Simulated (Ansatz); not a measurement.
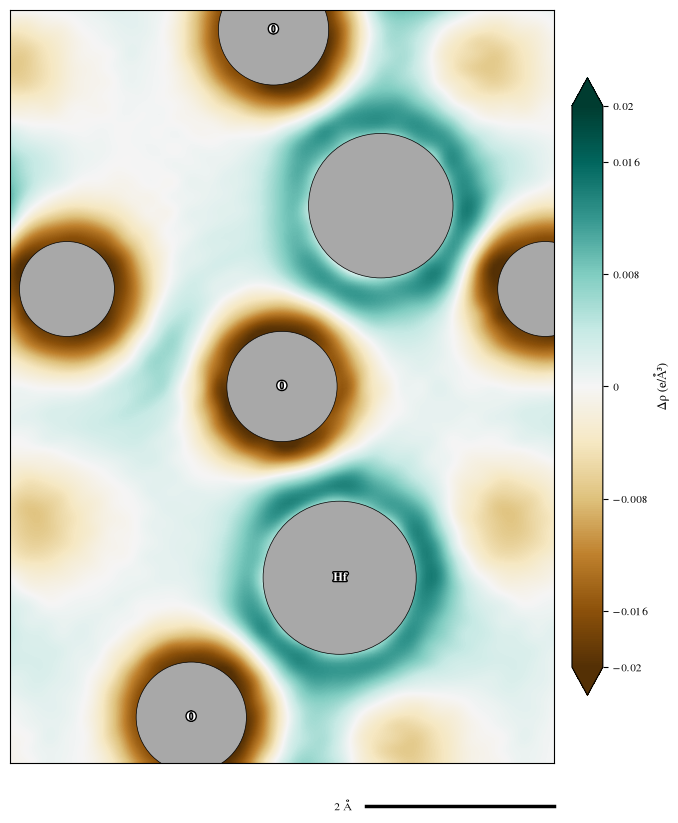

HfO₂. Difference of the valence pseudo-densities of two functionals at the same geometry, on the (011) plane of the calculation cell: one of PBE and r2SCAN less the other.

Both computed with Ansatz (plane waves, PAW), on the same k-point mesh. Grey discs cover the atomic cores.

Q: Which was subtracted from which, and what does the map show?

A: It is PBE less r2SCAN. Against r2SCAN, PBE gives more density around Hf (+0.007 e/Å³ on average at 1.2 Å from the nucleus), less density around O (−0.014 e/Å³ on average at 0.7 Å from the nucleus) and a change of +0.009 e/Å³ at the midpoint of Hf–O and +0.008 e/Å³ at the midpoint of Hf–O.
